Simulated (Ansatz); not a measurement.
**GeH6CI3N (CH3NH3GeI3): the gap up the ladder of methods**

Aim: the gap of GeH6CI3N (CH3NH3GeI3) at several levels of theory on one structure, with the time that each takes.

Main program and level: Ansatz 0.2.0; density functionals, hybrids and G0W0, plane waves, PAW.

The structure was built from a prototype and need not be the compound's stable phase.

## Step 1: The structure

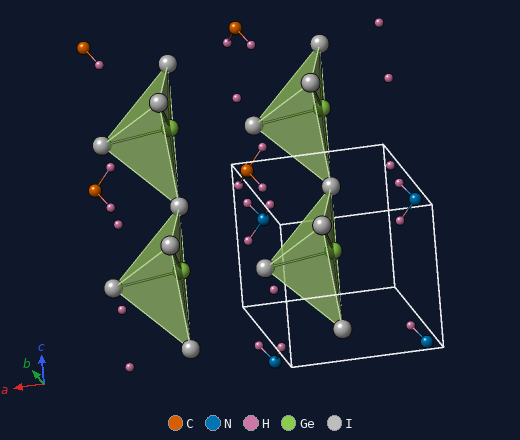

The starting structure, seen from a free direction (carbon orange, nitrogen blue, hydrogen pink, germanium green, iodine light grey). 2×1×2 cells are drawn. Bonds to atoms that aren't drawn are left out. Some periodic images of atoms are drawn too.

The structure was relaxed with PBEsol-D3(BJ). The runs that relaxed it are not among those shown. Spin-orbit coupling is left out unless a step names it. The default PAW set here is soft_2. Its files were made with PBE.

## Step 2: PBEsol on the 4×4×4 mesh

Levels along a band path and on the mesh show where this functional puts the band edges.

This step: DFT, PBEsol, plane waves, PAW.

input.yaml reads:

```yaml
crystal:
  lattice:
    - [5.8668316077, 0.2883030652, 0.0662740025]
    - [0.2883030652, 5.9385653728, 0.0962838686]
    - [0.0662740025, 0.0962838686, 5.8672506988]
  atoms:
    - { symbol: C, position: [0.9269170889, 0.9146527793, 0.9831184323] }
    - { symbol: "N", position: [0.0781424511, 0.0960660543, 0.0098946862] }
    - { symbol: H, position: [1.0335207602, 0.7540610316, 0.9619979637] }
    - { symbol: H, position: [0.1842379779, 1.1124707428, 0.8664981039] }
    - { symbol: H, position: [0.8220526717, -0.0454106832, 0.8317094623] }
    - { symbol: H, position: [-0.0165304885, 0.2508014888, 0.0333257572] }
    - { symbol: H, position: [0.8162231621, -0.0956235813, 0.1358389744] }
    - { symbol: H, position: [0.1835625679, 1.0652022878, 0.1509816534] }
    - { symbol: Ge, position: [0.518353722, 0.5167532441, 0.5316610556] }
    - { symbol: I, position: [0.5133267614, 0.4709631545, 0.0010423275] }
    - { symbol: I, position: [0.4460134129, -0.0165903174, 0.5018875215] }
    - { symbol: I, position: [-0.0156379097, 0.475868373, 0.4917495274] }
kpoints:
  mp_grid: { grid: [4, 4, 4] }
  band_path:
    path:
      - [[0.0, 0.0, 0.0], [0.5, 0.0, 0.0], [0.5, 0.5, 0.0], [0.0, 0.0, 0.0], [0.5, 0.5, 0.5], [0.5, 0.0, 0.0]]
      - [[0.5, 0.5, 0.0], [0.5, 0.5, 0.5]]
    npoints: 10
hamiltonian:
  xc: pbesol
scf:
  occupations: { method: fermi_dirac, width: 0.02 }
  n_extra_bands: 8
output:
  eigenvalues: true
  write_density: true
  write_potential: true
  elf: true
  volumetric_format: npy
```

The run is started by

```sh
> ansatz run input.yaml --threads 3 --pin off --max-ram 92160MiB --backend cuda --events-out ev --progress --plain --runs-dir out --devices 1 --max-vram 13GiB  # rebuilt from the run's record
```

Numbers of over 12 decimals in the logs are rounded to 6 here.

Log:

```text
scf.n_extra_bands = 8 over 40 filled bands (N_el = 80.0): the run solves 48 bands
GPUs: using 1 of 1 available (devices: 1).
Engine: ansatz 0.2.0, x86_64-unknown-linux-gnu
Pseudopotentials: kind: paw
Pseudopotential: C, paw, valence charge 4, recommended cutoff 420 eV (normal), C.paw.azcp
Pseudopotential: N, paw, valence charge 5, recommended cutoff 420 eV (normal), N.paw.azcp
Pseudopotential: H, paw, valence charge 1, recommended cutoff 420 eV (normal), H.paw.azcp
Pseudopotential: Ge, paw, valence charge 14, recommended cutoff 420 eV (normal), Ge.paw.azcp
Pseudopotential: I, paw, valence charge 17, recommended cutoff 420 eV (normal), I.paw.azcp
Functional definition: PBEsol
  exchange = pbesol_x
  correlation = pbesol_c
device memory: the entry about to start is reckoned to put 3.7 GiB on a device that reports 44.6 GiB free (of which the cap on the GPU budget leaves the run 13.0 GiB)
GPU FFT provider: cuFFT
GPU libraries: cuBLAS 13.8.2, cuFFT 12.4.0, cuSOLVER 12.3.4
Crystal: 12 atoms, lattice volume = 203.854 Å³
Basis set: ecut = 420 eV, 3979 PW (Γ)
Bands: 48, of which v1, the nominal top of the filled ones, is band 40 counted from 1 (39 counted from 0)
Symmetry: 1 space group operations
Space group: P1 (ITA 1), of the structure as read, at distance tolerance 5.9e-5 Å
k-points: 36 of 64 (time reversal used)
Non-local potential: C, projectors of the file, l = 0: 2, l = 1: 2, l = 2: 1
Non-local potential: N, projectors of the file, l = 0: 2, l = 1: 2, l = 2: 1
Non-local potential: H, projectors of the file, l = 0: 2, l = 1: 1
Non-local potential: Ge, projectors of the file, l = 0: 2, l = 1: 2, l = 2: 3, l = 3: 1
Non-local potential: I, projectors of the file, l = 0: 2, l = 1: 2, l = 2: 2, l = 3: 2
PAW form: soft (Blöchl's): semilocal exchange-correlation on the pseudo side does not see the compensation charge
PAW frozen core: C, regenerated for the run's functional, and the local potential with it (the file was generated under x = pbe(κ = 0.804, μ = 0.219515), c = pbe(β = 0.066725))
PAW frozen core: N, regenerated for the run's functional, and the local potential with it (the file was generated under x = pbe(κ = 0.804, μ = 0.219515), c = pbe(β = 0.066725))
PAW frozen core: Ge, regenerated for the run's functional, and the local potential with it (the file was generated under x = pbe(κ = 0.804, μ = 0.219515), c = pbe(β = 0.066725))
PAW frozen core: I, regenerated for the run's functional, and the local potential with it (the file was generated under x = pbe(κ = 0.804, μ = 0.219515), c = pbe(β = 0.066725))
PAW one-centre angular grid: C, 110 points (default); XC on 64 Gauss nodes
PAW one-centre angular grid: N, 110 points (default); XC on 64 Gauss nodes
PAW one-centre angular grid: H, 110 points (default); XC on 64 Gauss nodes
PAW one-centre angular grid: Ge, 590 points (default); XC on 64 Gauss nodes
PAW one-centre angular grid: I, 590 points (default); XC on 64 Gauss nodes
Initial density: superposition of atomic densities (neutral atoms: chi_scale 0, normalization atom), corrected by the library's trained network
Initial wavefunctions: pseudopotential atomic-orbital guess
GPU buffer pool allocated for 64000 grid points (all kernels)
GPU transforms: local potential and band sums: pruned to the plane-wave sphere, on 40×40×40
Functional: x = pbesol(κ = 0.804, μ = 0.123457), c = pbesol(β = 0.046)
SCF iter   1: F=—  HF=-27273.354345 eV  |F-HF|=—  |Δ(HF+E_count)|=         —  Δρ=3.83e-3  dr2=2.35e-2  ethr=1.77e-3  ⟨swp⟩=9.4  Hψ=8034  notcnv=0  defer=2
preconditioner: auto → Resta (q_TF=auto, 2.334 Å⁻¹)  ε∞=3.3  [insulator: Δε(μ)=0.883 eV  Ē_g=10.521 eV  σ=0.020 eV  W_gap=1.00  n_scr=36 (ndim 8)  ℏωp=16.0 eV  f_vac=0.077  D(μ)=0.00/eV (n_scr^D=0)  ε∞_Penn≈3.3]
SCF iter   2: F=—  HF=-27273.347696 eV  |F-HF|=—  |Δ(HF+E_count)|=   6.65e-3  Δρ=2.08e-3  dr2=6.88e-3  ethr=2.94e-5  ⟨swp⟩=2.8  Hψ=3179  notcnv=0  defer=107
SCF iter   3: F=—  HF=-27273.347023 eV  |F-HF|=—  |Δ(HF+E_count)|=   6.73e-4  Δρ=5.41e-4  dr2=7.31e-4  ethr=8.60e-6  ⟨swp⟩=2.0  Hψ=3039  notcnv=0  defer=107
SCF iter   4: F=—  HF=-27273.346924 eV  |F-HF|=—  |Δ(HF+E_count)|=   9.90e-5  Δρ=1.95e-4  dr2=8.49e-5  ethr=9.14e-7  ⟨swp⟩=2.0  Hψ=3061  notcnv=0  defer=107
SCF iter   5: F=—  HF=-27273.347043 eV  |F-HF|=—  |Δ(HF+E_count)|=   1.19e-4  Δρ=9.71e-5  dr2=2.27e-5  ethr=1.06e-7  ⟨swp⟩=2.0  Hψ=3061  notcnv=0  defer=107
SCF iter   6: F=—  HF=-27273.347039 eV  |F-HF|=—  |Δ(HF+E_count)|=   3.54e-6  Δρ=3.42e-5  dr2=3.03e-6  ethr=2.84e-8  ⟨swp⟩=2.0  Hψ=2774  notcnv=0  defer=107
SCF iter   7: F=—  HF=-27273.347041 eV  |F-HF|=—  |Δ(HF+E_count)|=   1.45e-6  Δρ=6.33e-6  dr2=1.38e-7  ethr=3.79e-9  ⟨swp⟩=2.1  Hψ=2785  notcnv=0  defer=107
SCF iter   8: F=-27273.347041 eV  HF=-27273.347041 eV  |F-HF|=2.99e-8  |Δ(HF+E_count)|=   2.15e-7  Δρ=3.62e-6  dr2=2.65e-8  ethr=1.25e-10  ⟨swp⟩=11.1  Hψ=5842  notcnv=0
SCF 1 converged in 8 iterations: F = -27273.347041 eV  dr2 = 2.65e-8
[...]
device memory: the entry about to start is reckoned to put 2.9 GiB on a device that reports 43.9 GiB free (of which the cap on the GPU budget leaves the run 13.0 GiB)
NSCF: frozen V_eff on 62 k-points
SCF converged after 8 iterations
Free energy (F): -27273.347041 eV
Harris-Foulkes:  -27273.347041 eV  (|F-HF|=2.99e-8)
Internal energy: -27273.347041 eV  (E = F + TS)
E sigma→0 (E₀):  -27273.347041 eV
Fermi energy:    5.373810 eV
--- Per-component energies (eV) ---
  E_band       = -1469.801712
  E_kinetic    = 981.701197
  E_local      = -9876.530092  (includes V_loc(G=0)·N_el)
  E_nonlocal   = 231.496885
  E_hartree    = 4714.404748
  E_xc         = -614.626248
  E_vxc        = -651.199438  (∫ρ·V_xc dr)
  E_paw        = -16404.666066  (= ΣΔE_a)
  E_vpaw       = -1584.078706  (= ΣTr[D̂ρ^β])
  E_aug_tail   = -0.007134  (compensation charges beyond the density's cutoff)
  E_ewald      = -6307.323894
  E_core_change = 2.203562  (= ΣΔE_core)
  E_smearing   = -0.000000  (= −TS)
  E_closure    = -0.000000  (closes the sum)
  Σ components = -27273.347041   (vs F -27273.347041, Δ=0.00e0)
--- Band table (eV; the first three rows and the last of 36) ---
  k-point 0: bands = [... 36 lower, 3.2251, 3.2541, 3.3670, 3.6069, 7.9448, 8.3945, 8.9018, 9.0317, ... 4 higher]
  k-point 1: bands = [... 36 lower, 2.9923, 3.1105, 3.3855, 3.5666, 8.0843, 8.3670, 8.7039, 9.3382, ... 4 higher]
  k-point 2: bands = [... 36 lower, 3.0447, 3.2006, 3.5083, 3.8447, 6.5018, 8.3800, 9.3970, 9.7203, ... 4 higher]
  k-point 35: bands = [... 36 lower, 3.6753, 3.9062, 3.9334, 4.9340, 5.8139, 5.9053, 6.1510, 8.7074, ... 4 higher]
```

Wall time 7.9 s (1 × NVIDIA H100 80GB HBM3 (shared by 6 runs) with 3 threads of AMD EPYC 7R13 (Zen 3), shared host); peak memory 1.1 GiB; 13 s of CPU time.

Reading the cycles: dr2 is the Hartree energy of the density residual (eV), the measure of convergence; HF is the Harris–Foulkes estimate of the energy, which meets the free energy F at convergence.

This step gave:

```
filled bands         : 40
gap                  : 0.8518 eV
valence top at       : R
conduction bottom at : k = (0.500, 0.500, 0.450)
least direct gap     : 0.8799 eV
```

Over mesh and path the gap is 0.852 eV, from k = (0.500, 0.500, 0.500) to k = (0.500, 0.500, 0.450). The least direct gap found is 0.880 eV, at k = (0.500, 0.500, 0.500). On the 4×4×4 mesh alone the same run gives 0.880 eV, so that mesh misses an edge of PBEsol: 0.880 − 0.852 = +0.028 eV.

## Step 3: PBEsol+SOC on the 4×4×4 mesh

This run has two-component orbitals with spin-orbit coupling.

This step: DFT, PBEsol with spin-orbit coupling, plane waves, PAW.

Edit input.yaml of step 2 so:

```diff
@@ -22,5 +22,8 @@
     path:
-      - [[0.0, 0.0, 0.0], [0.5, 0.0, 0.0], [0.5, 0.5, 0.0], [0.0, 0.0, 0.0], [0.5, 0.5, 0.5], [0.5, 0.0, 0.0]]
-      - [[0.5, 0.5, 0.0], [0.5, 0.5, 0.5]]
-    npoints: 10
+      - [0.0, 0.0, 0.0]
+      - [0.5, 0.0, 0.0]
+      - [0.5, 0.5, 0.0]
+      - [0.5, 0.5, 0.5]
+      - [0.5, 0.5, 0.45]
+    npoints: 1
 hamiltonian:
@@ -29,8 +32,7 @@
   occupations: { method: fermi_dirac, width: 0.02 }
-  n_extra_bands: 8
+  n_extra_bands: 16
+magnetization:
+  noncollinear: true
+  spin_orbit: true
 output:
   eigenvalues: true
-  write_density: true
-  write_potential: true
-  elf: true
-  volumetric_format: npy
```

Log:

```text
[...]
GPUs: using 1 of 1 available (devices: 1).
[...]
non-collinear run that drives no moment, with spin-orbit: no starting moment large enough to seed its density (crystal.atoms[].spin), no starting occupations that ask for one, no magnetisation constraint and no magnetic field, so the semilocal B_xc is pinned to zero
[...]
GPU FFT provider: cuFFT
GPU libraries: cuBLAS 13.8.2, cuFFT 12.4.0, cuSOLVER 12.3.4
Crystal: 12 atoms, lattice volume = 203.854 Å³
Basis set: ecut = 420 eV, 3979 PW (Γ)
Bands: 96, of which v1, the nominal top of the filled ones, is band 80 counted from 1 (79 counted from 0)
Symmetry: 1 space group operations + 1 with time reversal
[...]
k-points: 36 of 64 (time reversal used)
Projection manifold: j_resolved (fully-relativistic pseudo-atomic orbitals)
[...]
GPU buffer pool allocated for 64000 grid points (all kernels)
[...]
site 7: m = (+0.0000, +0.0000, +0.0000) μB, |m| = 0.0000 μB  (R = 0.43 Å)
  site 8: m = (+0.0000, +0.0000, +0.0000) μB, |m| = 0.0000 μB  (R = 1.13 Å)
  site 9: m = (+0.0000, +0.0000, +0.0000) μB, |m| = 0.0000 μB  (R = 1.14 Å)
  site 10: m = (+0.0000, +0.0000, +0.0000) μB, |m| = 0.0000 μB  (R = 1.07 Å)
  site 11: m = (+0.0000, +0.0000, +0.0000) μB, |m| = 0.0000 μB  (R = 1.13 Å)
Free energy (F): -27282.360085 eV
[...]
Internal energy: -27282.360085 eV  (E = F + TS)
E sigma→0 (E₀):  -27282.360085 eV
Fermi energy:    5.425303 eV
[...]
--- Band table (eV; the first three rows and the last of 36) ---
  k-point 0: bands = [... 76 lower, 3.5987, 3.5987, 3.8241, 3.8241, 7.9445, 7.9445, 8.3985, 8.3985, ... 12 higher]
  k-point 1: bands = [... 76 lower, 3.4473, 3.5533, 3.7585, 3.7680, 8.0425, 8.1392, 8.3586, 8.3884, ... 12 higher]
  k-point 2: bands = [... 76 lower, 3.6460, 3.6460, 3.9492, 3.9492, 6.5204, 6.5204, 8.3870, 8.3870, ... 12 higher]
  k-point 35: bands = [... 76 lower, 4.1496, 4.1496, 5.0432, 5.0432, 5.8074, 5.8074, 5.9458, 5.9458, ... 12 higher]
[key lines of the parts left out:]
SCF converged after 10 iterations
Magnetization: |M| = 0.0000 μB,  M = (+0.0000, +0.0000, +0.0000) μB
```

It took 17 s on 1 × NVIDIA H100 80GB HBM3 (shared by 6 runs) with 3 threads; peak memory 1.1 GiB.

This step gave:

```
gap                  : 0.7102 eV
valence top at       : R
conduction bottom at : k = (0.500, 0.500, 0.450)
least direct gap     : 0.7567 eV
```

Over mesh and listed points the gap is 0.710 eV, from k = (0.500, 0.500, 0.500) to k = (0.500, 0.500, 0.450). The least direct gap found is 0.757 eV, at k = (0.500, 0.500, 0.450). On the 4×4×4 mesh alone the same run gives 0.764 eV, so that mesh misses an edge of PBEsol+SOC: 0.764 − 0.710 = +0.054 eV. PBEsol+SOC against PBEsol: 0.710 − 0.852 = −0.142 eV, with the same mesh, set of files (read in its fully relativistic form for the spin-orbit run) and cutoff, and both edges at the same k points. The spin-orbit run sees mesh and listed points alone, so its gap is an upper bound: the coupling can move an edge off these points, the more so as this crystal has no centre of inversion, and the change over the zone, its sign included where it is small, is not known.

## Step 4: HSE06 on the 4×4×4 mesh

HSE06 mixes in a quarter of exact exchange at short range.

This step: DFT, HSE06, plane waves, PAW.

Edit input.yaml of step 3 so:

```diff
@@ -29,9 +29,6 @@
 hamiltonian:
-  xc: pbesol
+  xc: hse06
 scf:
-  occupations: { method: fermi_dirac, width: 0.02 }
-  n_extra_bands: 16
-magnetization:
-  noncollinear: true
-  spin_orbit: true
+  occupations: { method: fixed }
+  n_extra_bands: 8
 output:
```

Log:

```text
[...]
GPUs: using 1 of 1 available (devices: 1).
[...]
davidson cushion auto → on  (no smearing: the cushion is to keep the highest requested band from converging to the state above it; pin scf.eigensolver.cushion to override)
[...]
GPU FFT provider: cuFFT
GPU libraries: cuBLAS 13.8.2, cuFFT 12.4.0, cuSOLVER 12.3.4
Crystal: 12 atoms, lattice volume = 203.854 Å³
Basis set: ecut = 420 eV, 3979 PW (Γ)
[...]
E sigma→0 (E₀):  -27582.563620 eV
Fermi energy:    4.845953 eV
[...]
--- Band table (eV; the first three rows and the last of 36) ---
  k-point 0: bands = [... 36 lower, 2.6330, 2.6592, 2.7943, 3.0504, 8.4677, 8.9676, 9.4195, 9.5552, ... 4 higher]
  k-point 1: bands = [... 36 lower, 2.3894, 2.5243, 2.8537, 3.0091, 8.5628, 8.8605, 9.3225, 9.9053, ... 4 higher]
  k-point 2: bands = [... 36 lower, 2.4199, 2.5834, 2.9484, 3.4864, 6.8523, 8.8736, 9.9870, 10.3554, ... 4 higher]
  k-point 35: bands = [... 36 lower, 3.1048, 3.3511, 3.3715, 4.8460, 6.0695, 6.2293, 6.4942, 9.2824, ... 4 higher]
[key lines of the parts left out:]
Free energy (F): -27582.563620 eV
```

It took 66 s on 1 × NVIDIA H100 80GB HBM3 (shared by 6 runs) with 3 threads; peak memory 2 GiB.

This step gave:

| Item | Value |
| --- | --- |
| gap | 1.224 eV |
| valence top at | R |
| conduction bottom at | R |
| least direct gap | 1.224 eV |
| exact-exchange fraction | 0.25 |

Over mesh and listed points the gap is 1.224 eV, direct, at k = (0.500, 0.500, 0.500). HSE06 against PBEsol: 1.224 − 0.852 = +0.372 eV. Mesh, set of files and cutoff are the same, but the conduction bottom lies at another k point, so this need not be the shift of one pair of states.

## Step 5: G0W0@PBEsol, 4×4×4 mesh, 850 empty bands, screening to 150 eV

G0W0 replaces the xc potential by a self-energy built once from the orbitals of the start. Levels are corrected in the window of bands that the input names, at points of the mesh.

This step: G0W0 on PBEsol, plane waves, PAW.

Edit input.yaml of step 4 so:

```diff
@@ -20,16 +20,11 @@
   mp_grid: { grid: [4, 4, 4] }
-  band_path:
-    path:
-      - [0.0, 0.0, 0.0]
-      - [0.5, 0.0, 0.0]
-      - [0.5, 0.5, 0.0]
-      - [0.5, 0.5, 0.5]
-      - [0.5, 0.5, 0.45]
-    npoints: 1
 hamiltonian:
-  xc: hse06
+  xc: pbesol
 scf:
   occupations: { method: fixed }
-  n_extra_bands: 8
-output:
-  eigenvalues: true
+gw:
+  n_empty_bands: 850
+  ecut_chi: 150.0
+  qp_bands: [v4, c4]
+  qp_kpoints: band_edges
+  screening: { model: contour_deformation }
```

Log:

```text
GPUs: using 1 of 1 available (devices: 1).
[...]
GPU FFT provider: cuFFT
GPU libraries: cuBLAS 13.8.2, cuFFT 12.4.0, cuSOLVER 12.3.4
Crystal: 12 atoms, lattice volume = 203.854 Å³
Basis set: ecut = 420 eV, 3979 PW (Γ)
Bands: 52, of which v1, the nominal top of the filled ones, is band 40 counted from 1 (39 counted from 0)
Symmetry: 1 space group operations
[...]
k-points: 36 of 64 (time reversal used)
[...]
0    44      9.0317    -4.9561    -3.9431    -9.1182  0.7669     9.2526     9.2507  root
[...]
35    41      5.8138    -9.4237    -3.1882   -12.6766  0.7518     5.8786     5.8785  root
    35    42      5.9053    -8.8427    -3.4645   -12.4694  0.7540     6.0682     6.0675  root
    35    43      6.1510    -8.6351    -3.5302   -12.3289  0.7529     6.3154     6.3146  root
    35    44      8.7074    -5.0980    -3.9324    -9.4353  0.7820     9.1176     9.1122  root
[key lines of the parts left out:]
SCF converged after 8 iterations
Free energy (F): -27273.347041 eV
Fermi energy:    4.933951 eV
```

Run time: 6.7 min. Hardware: 1 × NVIDIA H100 80GB HBM3 (shared by 6 runs) with 3 threads; peak memory 7.8 GiB.

This step gave:

| Quantity | Value |
| --- | --- |
| bands summed | 890 |
| RPA ε∞ on this mesh (eigenvalues) | 8.979, 11.63, 13.69 |
| plane waves in the screening matrix | 835 |
| G0W0 gap over the corrected points | 1.314 eV |
| k of the valence top | -0.5, -0.5, -0.5 |
| k of the conduction bottom | -0.5, -0.5, -0.5 |
| starting gap on the mesh | 0.8799 eV |
| Z at the valence top | 0.7539 |
| Z at the conduction bottom | 0.7518 |
| least direct G0W0 gap over the corrected points | 1.314 eV |

Over 15 of 36 irreducible mesh points the G0W0 gap is 1.314 eV, direct, at k = (-0.500, -0.500, -0.500). The PBEsol gap of this run on the mesh is 0.880 eV. The two states that bound the G0W0 gap lie that far apart at the start, so the correction of the gap is 1.314 − 0.880 = +0.434 eV.

(Part 1 of 2 ends here.)

[Paths, hosts, dates, memory and timing lines, banners, echoed tables and standing remarks are left out of the program output.]

[Logs are printed without paths, hosts, clocks, repeated set-up lines and the standing remarks that a program may print on its own settings, such as how far it seeks lower states.]

[Runs of the session that timed out or met a known fault of the program may be left out.]

[Cells called generated may have been cut or substituted from an entry of the Crystallography Open Database or the Materials Project.]

[Hosts, paths, dates, database ids (printed as entryN), source tags and the programs' standing remarks are cut or masked in the printed files.]

[Where an RPA ε∞ is given, it is that of the G0W0 mesh and is not shown converged in it. Names of k-points follow the symmetry that the program found, which can be lower than the space group named. Band edges on a path are those of the sampled points; other points can move an edge, and change direct to indirect where valleys lie close.]

[Hybrid gaps are those of their k-mesh and are not shown converged in it.]
